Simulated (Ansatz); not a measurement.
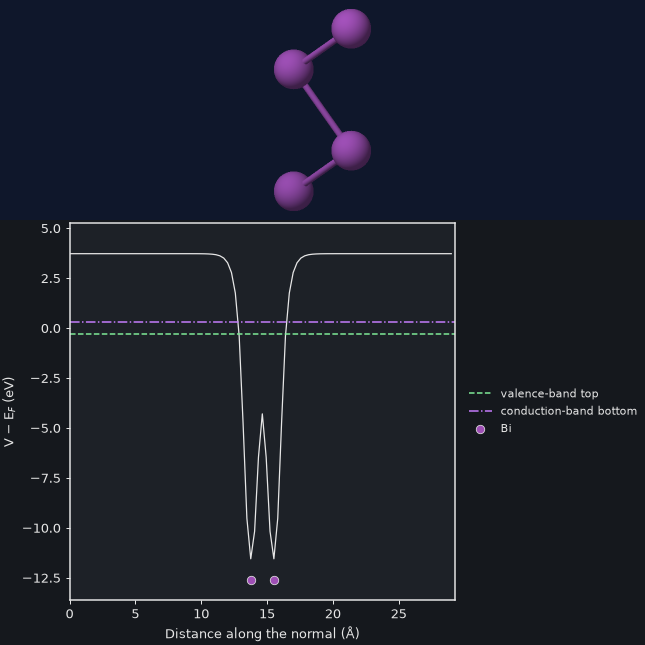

Plane-averaged electrostatic potential energy of an electron across the slab; circles at the bottom mark the heights of the atoms. The structure is drawn too.

Structure: Bi (slab), 2 atoms in the cell.

Computed with Ansatz 0.2.0: DFT PBE+D3(BJ), scalar-relativistic, plane waves, PAW, no spin polarisation, 9×9×1 k mesh, 420 eV cutoff.

What are the ionisation potential and the electron affinity of the slab?

Answer. From the vacuum level at the right face the ionisation potential is 4.02 eV and the electron affinity 3.44 eV; the left face gives the same. The slab's gap, their difference before rounding, is 0.58 eV. The two vacuum levels agree, so the slab has no net dipole along its normal.

How thick are slab and vacuum?

Answer. The outermost atoms are 1.7 Å apart, which leaves 27.5 Å of vacuum in a cell 29.3 Å high.

Spin-orbit coupling is left out, which matters for Bi.
